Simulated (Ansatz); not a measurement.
# Single-point calculation of ZnS (part 1 of 2)

- system: ZnS (30 atoms in the cell)
- method: DFT PBE, scalar-relativistic, plane waves, PAW, no spin polarisation (Ansatz 0.2.0)

The structure derives from a Materials Project entry. It belongs to a series of runs on one base structure; here: the perfect crystal in a cell of 30 atoms. Figures and captions count atoms from 1; the log counts them from 0 in places.

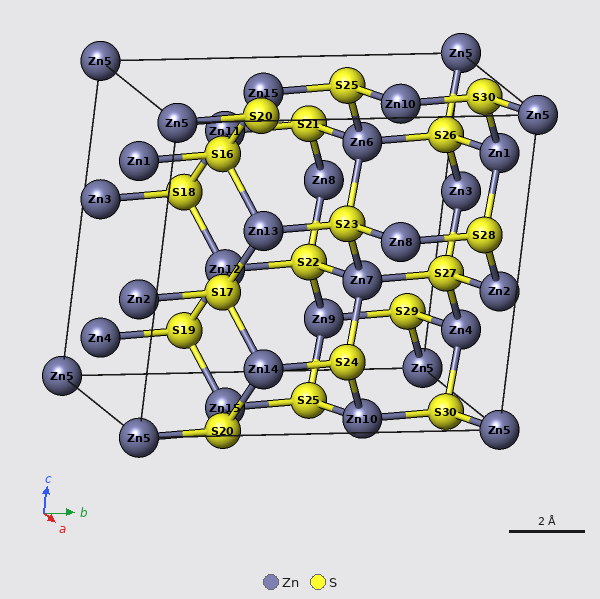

**Figure 1.** The structure as given in the input (ball-and-stick view of the cell of the calculation, seen slightly off an axis; atoms are numbered from 1 in the order of the input). An atom can appear more than once, as a periodic image.

The input:
```yaml
crystal:
  lattice:
    - [0.0, -6.661821405, 0.0]
    - [0.0, -2.220607135, 9.4492875342]
    - [-9.6155109536, -3.3309107025, 0.0]
  atoms:
    - { symbol: Zn, position: [0.6000340935, 0.9998977195, 0.8] }
    - { symbol: Zn, position: [0.8000340935, 0.9998977195, 0.4] }
    - { symbol: Zn, position: [0.2000340935, 0.9998977195, 0.6] }
    - { symbol: Zn, position: [0.4000340935, 0.9998977195, 0.2] }
    - { symbol: Zn, position: [3.40935e-05, 0.9998977195, 0.0] }
    - { symbol: Zn, position: [0.3777461544, 0.6667615369, 0.8] }
    - { symbol: Zn, position: [0.5777461544, 0.6667615369, 0.4] }
    - { symbol: Zn, position: [0.9777461544, 0.6667615369, 0.6] }
    - { symbol: Zn, position: [0.1777461544, 0.6667615369, 0.2] }
    - { symbol: Zn, position: [0.7777461544, 0.6667615369, 0.0] }
    - { symbol: Zn, position: [0.1554679134, 0.3335962599, 0.8] }
    - { symbol: Zn, position: [0.3554679134, 0.3335962599, 0.4] }
    - { symbol: Zn, position: [0.7554679134, 0.3335962599, 0.6] }
    - { symbol: Zn, position: [0.9554679134, 0.3335962599, 0.2] }
    - { symbol: Zn, position: [0.5554679134, 0.3335962599, 0.0] }
    - { symbol: S, position: [0.5167048925, 0.2498853226, 0.8] }
    - { symbol: S, position: [0.7167048925, 0.2498853226, 0.4] }
    - { symbol: S, position: [0.1167048925, 0.2498853226, 0.6] }
    - { symbol: S, position: [0.3167048925, 0.2498853226, 0.2] }
    - { symbol: S, position: [0.9167048925, 0.2498853226, 0.0] }
    - { symbol: S, position: [0.072146902, 0.583559294, 0.8] }
    - { symbol: S, position: [0.272146902, 0.583559294, 0.4] }
    - { symbol: S, position: [0.672146902, 0.583559294, 0.6] }
    - { symbol: S, position: [0.872146902, 0.583559294, 0.2] }
    - { symbol: S, position: [0.472146902, 0.583559294, 0.0] }
    - { symbol: S, position: [0.2945740443, 0.9162778671, 0.8] }
    - { symbol: S, position: [0.4945740443, 0.9162778671, 0.4] }
    - { symbol: S, position: [0.8945740443, 0.9162778671, 0.6] }
    - { symbol: S, position: [0.0945740443, 0.9162778671, 0.2] }
    - { symbol: S, position: [0.6945740443, 0.9162778671, 0.0] }
basis:
  ecutwfc: 420
  xc_grid: 2
kpoints:
  mp_grid: { grid: [2, 2, 2], shift: [0.0, 0.0, 0.0] }
hamiltonian:
  xc: pbe
scf:
  occupations: { method: gaussian, width: 0.01 }
output:
  forces: true
  stress: true
  eigenvalues: true
  write_density: true
  write_potential: true
  elf: true
  volumetric_format: npy
```

Hardware: 4 threads of Intel Xeon @ 2.50GHz (Skylake/Cascade Lake), 32 GiB of memory available, shared host.

Launch command:
```bash
ansatz run input.yaml --threads 4 --pin off --max-ram 10240MiB --backend cpu --events-out ev --progress --plain --runs-dir out
```

What the program printed:
```
Engine: ansatz 0.2.0, x86_64-unknown-linux-gnu
Pseudopotentials: kind: paw
Pseudopotential: Zn, paw, valence charge 12, recommended cutoff 420 eV (normal), Zn.paw.azcp
Pseudopotential: S, paw, valence charge 6, recommended cutoff 420 eV (normal), S.paw.azcp
Functional definition: PBE
  parameter kappa = 0.804
  parameter beta = 0.06672455060314922
  exchange = pbe_x(kappa = kappa, mu = beta*pi^2/3)
  correlation = pbe_c(beta = beta)
Crystal: 30 atoms, lattice volume = 605.291 Å³
Basis set: ecut = 420 eV, 11811 PW (Γ), exchange–correlation on 90×144×144 points (8 copies of the dense FFT grid, shifted against one another)
Bands: 165, of which v1, the nominal top of the filled ones, is band 135 counted from 1 (134 counted from 0)
Symmetry: 10 space group operations
Space group: R3m (ITA 160), of the structure as read, at distance tolerance 8.5e-5 Å
k-points: 6 of 8
Non-local potential: Zn, projectors of the file, l = 0: 2, l = 1: 2, l = 2: 3, l = 3: 1
Non-local potential: S, projectors of the file, l = 0: 2, l = 1: 2, l = 2: 2
PAW form: soft (Blöchl's): semilocal exchange-correlation on the pseudo side does not see the compensation charge
PAW one-centre angular grid: Zn, 590 points (default); XC on 64 Gauss nodes
PAW one-centre angular grid: S, 110 points (default); XC on 64 Gauss nodes
Initial density: superposition of atomic densities (neutral atoms: chi_scale 0, normalization atom), corrected by the library's trained network
Initial wavefunctions: pseudopotential atomic-orbital guess
Functional: x = pbe(κ = 0.804, μ = 0.2195149727645171), c = pbe(β = 0.06672455060314922)
SCF iter   1: F=—  HF=-63340.883069 eV  |F-HF|=—  |Δ(HF+E_count)|=         —  Δρ=5.64e-4  dr2=3.96e-3  ethr=1.77e-3  ⟨swp⟩=6.2  Hψ=4005  notcnv=0  defer=42
preconditioner: auto → Resta (q_TF=auto, 2.385 Å⁻¹)  ε∞=6.5  [insulator: Δε(μ)=2.051 eV  Ē_g=10.542 eV  σ=0.010 eV  W_gap=1.00  n_scr=140 (ndim 8)  ℏωp=24.8 eV  f_vac=0.039  D(μ)=0.00/eV (n_scr^D=0)  ε∞_Penn≈6.5]
SCF iter   2: F=—  HF=-63340.886250 eV  |F-HF|=—  |Δ(HF+E_count)|=   3.18e-3  Δρ=3.72e-4  dr2=1.12e-3  ethr=1.47e-6  ⟨swp⟩=2.7  Hψ=2309  notcnv=0  defer=133
SCF iter   3: F=—  HF=-63340.886882 eV  |F-HF|=—  |Δ(HF+E_count)|=   6.31e-4  Δρ=2.62e-4  dr2=2.54e-4  ethr=4.13e-7  ⟨swp⟩=2.0  Hψ=1619  notcnv=0  defer=133
SCF iter   4: F=—  HF=-63340.886747 eV  |F-HF|=—  |Δ(HF+E_count)|=   1.35e-4  Δρ=5.79e-5  dr2=3.10e-5  ethr=9.41e-8  ⟨swp⟩=2.0  Hψ=1572  notcnv=0  defer=133
SCF iter   5: F=—  HF=-63340.887076 eV  |F-HF|=—  |Δ(HF+E_count)|=   3.29e-4  Δρ=2.61e-5  dr2=9.53e-6  ethr=1.15e-8  ⟨swp⟩=2.0  Hψ=1110  notcnv=0  defer=133
SCF iter   6: F=—  HF=-63340.887078 eV  |F-HF|=—  |Δ(HF+E_count)|=   2.29e-6  Δρ=8.57e-6  dr2=5.68e-7  ethr=3.53e-9  ⟨swp⟩=2.0  Hψ=1662  notcnv=0  defer=133
SCF iter   7: F=—  HF=-63340.887078 eV  |F-HF|=—  |Δ(HF+E_count)|=   5.85e-7  Δρ=7.11e-6  dr2=1.78e-7  ethr=3.70e-11  ⟨swp⟩=20.0  Hψ=9258  notcnv=0
SCF iter   8: F=-63340.887078 eV  HF=-63340.887078 eV  |F-HF|=2.51e-8  |Δ(HF+E_count)|=   8.83e-8  Δρ=1.83e-6  dr2=2.12e-8  ethr=3.70e-11  ⟨swp⟩=8.2  Hψ=6231  notcnv=0
SCF 1 converged in 8 iterations: F = -63340.887078 eV  dr2 = 2.12e-8
  greatest PAW one-centre occupation: 0.984 electrons in one spin orbital (limit 2), on the Zn atom at site 14 (counted from 0), in its partial waves of l = 2
```

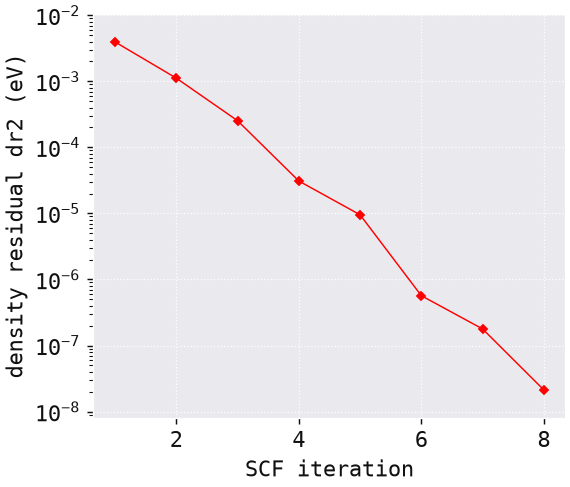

**Figure 2.** Convergence of the self-consistent field: density residual dr2 against the SCF iteration. The residual falls at every step.

```
SCF converged after 8 iterations
Free energy (F): -63340.887078 eV
Harris-Foulkes:  -63340.887078 eV  (|F-HF|=2.51e-8)
Internal energy: -63340.887078 eV  (E = F + TS)
E sigma→0 (E₀):  -63340.887078 eV
Fermi energy:    6.540215 eV
--- Per-component energies (eV) ---
  E_band       = 18.910490
  E_kinetic    = 3567.541763
  E_local      = -30864.681759  (includes V_loc(G=0)·N_el)
  E_nonlocal   = 9644.276801
  E_hartree    = 12901.076389
  E_xc         = -3511.577407
  E_vxc        = -2087.383171  (∫ρ·V_xc dr)
  E_paw        = -36432.255805  (= ΣΔE_a)
  E_vpaw       = -6042.993227  (= ΣTr[D̂ρ^β])
  E_aug_tail   = -0.005243  (compensation charges beyond the density's cutoff)
  E_ewald      = -18645.261817
  E_smearing   = -0.000000  (= −TS)
  E_closure    = -0.000000  (closes the sum)
  Σ components = -63340.887078   (vs F -63340.887078, Δ=0.00e0)
--- Forces (eV/Å), atoms counted from 1 ---
  atom   1  Zn     0.00000000     0.00357108     0.00358176
  atom   2  Zn     0.00000000     0.00357108     0.00358176
  atom   3  Zn     0.00000000     0.00357108     0.00358176
  atom   4  Zn     0.00000000     0.00357108     0.00358176
  atom   5  Zn     0.00000000     0.00357108     0.00358176
  atom   6  Zn     0.00000000     0.00374790     0.00501429
  atom   7  Zn     0.00000000     0.00374790     0.00501429
  atom   8  Zn     0.00000000     0.00374790     0.00501429
  atom   9  Zn     0.00000000     0.00374790     0.00501429
  atom  10  Zn     0.00000000     0.00374790     0.00501429
  atom  11  Zn    -0.00000000    -0.00285162     0.00448432
  atom  12  Zn    -0.00000000    -0.00285162     0.00448432
  atom  13  Zn    -0.00000000    -0.00285162     0.00448432
  atom  14  Zn    -0.00000000    -0.00285162     0.00448432
  atom  15  Zn    -0.00000000    -0.00285162     0.00448432
  atom  16  S     -0.00000000     0.00096820    -0.00334784
  atom  17  S      0.00000000     0.00096820    -0.00334784
  atom  18  S     -0.00000000     0.00096820    -0.00334784
  atom  19  S     -0.00000000     0.00096820    -0.00334784
  atom  20  S     -0.00000000     0.00096820    -0.00334784
  atom  21  S      0.00000000    -0.00211621    -0.00516348
  atom  22  S      0.00000000    -0.00211621    -0.00516348
  atom  23  S      0.00000000    -0.00211621    -0.00516348
  atom  24  S      0.00000000    -0.00211621    -0.00516348
  atom  25  S      0.00000000    -0.00211621    -0.00516348
  atom  26  S     -0.00000000    -0.00331884    -0.00456460
  atom  27  S     -0.00000000    -0.00331884    -0.00456460
  atom  28  S      0.00000000    -0.00331884    -0.00456460
  atom  29  S     -0.00000000    -0.00331884    -0.00456460
  atom  30  S      0.00000000    -0.00331884    -0.00456460
  max |Σ_I F_I| component: 2.22e-5 eV/Å
--- Stress (GPa, compression-positive) ---
        0.027235       0.000000       0.000000
        0.000000      -0.015628       0.006978
        0.000000       0.006978      -0.053114
  P = ⅓ Tr σ = -0.0138 GPa (-0.138 kbar)
--- Band table (eV; the first three rows and the last of 6) ---
  k-point 0: bands = ["-7.4926", "-6.8598", "-6.8562", "-6.8562", "-6.8516", "-6.4684", "-6.4684", "-6.4603", "-6.4603", "-6.4570", "-6.4570", "-6.4534", "-6.4534", "-6.3131", "-6.3131", "-0.7440", "-0.7375", "-0.7369", "-0.6901", "-0.6901", "-0.6900", "-0.6900", "-0.6754", "-0.6749", "-0.6663", "-0.6658", "-0.6566", "-0.6566", "-0.6396", "-0.6396", "-0.6299", "-0.6299", "-0.6254", "-0.6254", "-0.5972", "-0.5972", "-0.5938", "-0.5857", "-0.5797", "-0.5797", "-0.5629", "-0.5629", "-0.5473", "-0.5473", "-0.5304", "-0.5304", "-0.5141", "-0.5141", "-0.5066", "-0.5066", "-0.4614", "-0.4614", "-0.4426", "-0.4426", "-0.4131", "-0.4131", "-0.4007", "-0.4007", "-0.3559", "-0.3559", "-0.3307", "-0.3307", "-0.2984", "-0.2983", "-0.2894", "-0.2894", "-0.2735", "-0.2735", "-0.2666", "-0.2666", "-0.2656", "-0.2656", "-0.2493", "-0.2493", "-0.2465", "-0.2464", "-0.2367", "-0.2367", "-0.2312", "-0.2312", "-0.1415", "-0.1415", "-0.1248", "-0.1248", "-0.0733", "-0.0733", "-0.0486", "-0.0486", "0.0146", "0.0146", "0.7611", "0.7611", "1.0279", "1.0279", "1.2858", "1.2858", "1.3288", "1.3288", "1.3683", "1.3683", "1.6859", "1.6967", "2.3329", "2.3329", "2.4370", "2.4370", "3.0199", "3.0199", "3.0960", "3.0960", "3.1475", "3.1475", "3.2432", "3.2432", "3.4218", "3.4218", "3.4723", "3.4723", "3.5681", "3.5681", "3.9918", "3.9918", "4.2068", "4.2068", "4.3469", "4.3469", "4.6641", "4.6641", "4.8551", "4.8567", "4.8609", "4.8626", "5.4613", "5.5110", "5.5129", "7.5676", "8.7636", "8.9130", "9.6869", "9.6869", "10.1006", "10.1006", "10.2833", "10.2833", "10.3983", "10.3983", "10.4757", "10.4757", "10.5128", "10.5128", "10.8289", "10.8289", "11.2179", "11.2179", "11.2872", "11.2872", "11.6586", "11.6586", "11.7454", "11.7454", "11.8320", "11.8321", "12.0004", "12.0220", "12.0220"]
```
